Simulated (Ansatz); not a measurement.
Al3Ni

Input file:

```
crystal:
  lattice:
    - [6.5225814272, 0.0, 0.0]
    - [0.0, 7.2437207975, 0.0]
    - [0.0, 0.0, 4.7144641907]
  atoms:
    - { symbol: Al, position: [0.0099261621, 0.25, 0.9149223052] }
    - { symbol: Al, position: [0.1711742343, 0.4437332107, 0.366149743] }
    - { symbol: Al, position: [0.1711742343, 0.0562667893, 0.366149743] }
    - { symbol: Al, position: [0.3288257657, 0.5562667893, 0.866149743] }
    - { symbol: Al, position: [0.6711742343, 0.4437332107, 0.133850257] }
    - { symbol: Al, position: [0.8288257657, 0.9437332107, 0.633850257] }
    - { symbol: Al, position: [0.6711742343, 0.0562667893, 0.133850257] }
    - { symbol: Al, position: [0.8288257657, 0.5562667893, 0.633850257] }
    - { symbol: Al, position: [0.3288257657, 0.9437332107, 0.866149743] }
    - { symbol: Al, position: [0.5099261621, 0.25, 0.5850776948] }
    - { symbol: Al, position: [0.9900738379, 0.75, 0.0850776948] }
    - { symbol: Al, position: [0.4900738379, 0.75, 0.4149223052] }
    - { symbol: Ni, position: [0.8707612757, 0.25, 0.4424069748] }
    - { symbol: Ni, position: [0.3707612757, 0.25, 0.0575930252] }
    - { symbol: Ni, position: [0.1292387243, 0.75, 0.5575930252] }
    - { symbol: Ni, position: [0.6292387243, 0.75, 0.9424069748] }
basis:
  ecutwfc: 420
kpoints:
  mp_grid: { grid: [6, 6, 8] }
hamiltonian:
  xc: pbesol
scf:
  occupations: { method: gaussian, width: 0.1 }
output:
  forces: true
  stress: true
  eigenvalues: true
  write_density: true
  write_potential: true
  elf: true
  volumetric_format: npy
relax:
  adjacent_minimum: "off"
  f_tol: 0.01
  max_steps: 30
  cell: { stress_tol: 0.1, fix: [volume] }
```

Run with:

```sh
ansatz run input.yaml --threads 4 --pin off --max-ram 10240MiB --backend cpu --events-out ev --progress --plain --runs-dir out
```

Below, planes, directions and counts refer to the conventional cell (a = 6.52 Å, b = 7.25 Å, c = 4.71 Å, α = 90.00°, β = 90.00°, γ = 90.00°).

Space group Pnma; a structure from a database of computed crystals, not necessarily the ambient phase; changed on purpose from its base cell (volume × 0.97, shape and atoms relaxed); computed pressure about 4 GPa in this cell; computed without spin polarisation.

Level of theory: DFT PBEsol, scalar-relativistic, plane waves, PAW in Ansatz.

Predict the valence pseudo-density and electron localisation function between the atoms.

Answer. Al–Ni (2.41 Å): the density is about 0.37 e/Å³ at the midpoint; the ELF peaks at about 0.65 between the atoms.
Al–Ni (2.45 Å): ρ at the midpoint is about 0.35 e/Å³; the ELF peaks at about 0.70 between the atoms.
Al–Ni (2.65 Å): ρ is about 0.28 e/Å³ halfway; the ELF is about 0.45 at the midpoint.

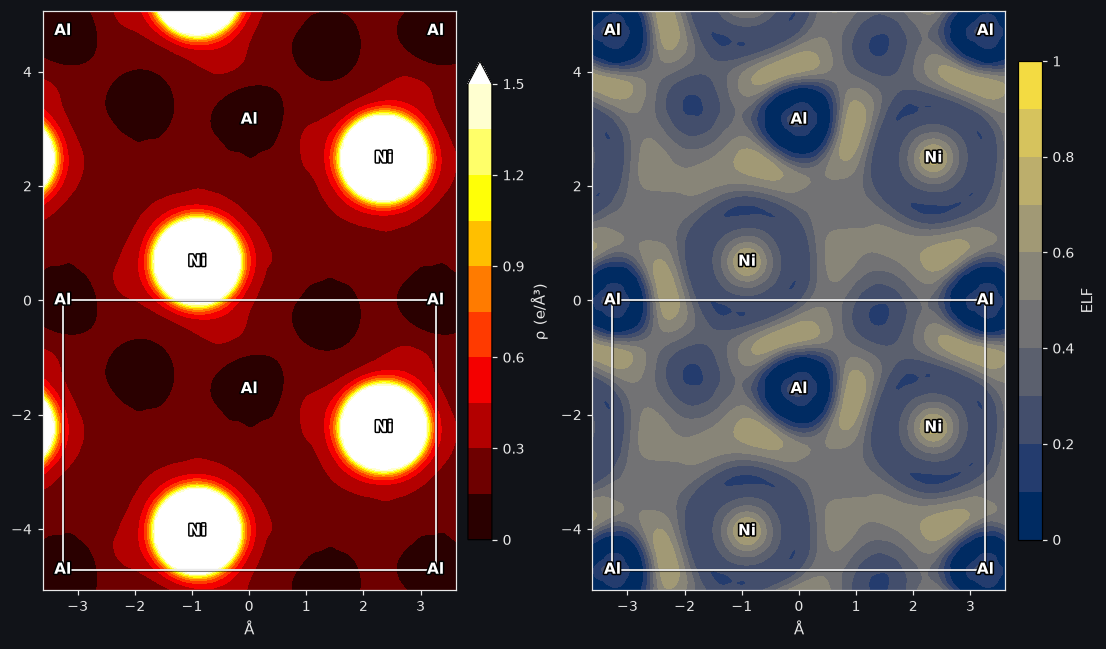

Computed valence pseudo-density and electron localisation function on the (010) plane of the conventional cell, in this order. 

The density is the valence pseudo-density of a PAW calculation; it isn't the true density close to the nuclei.
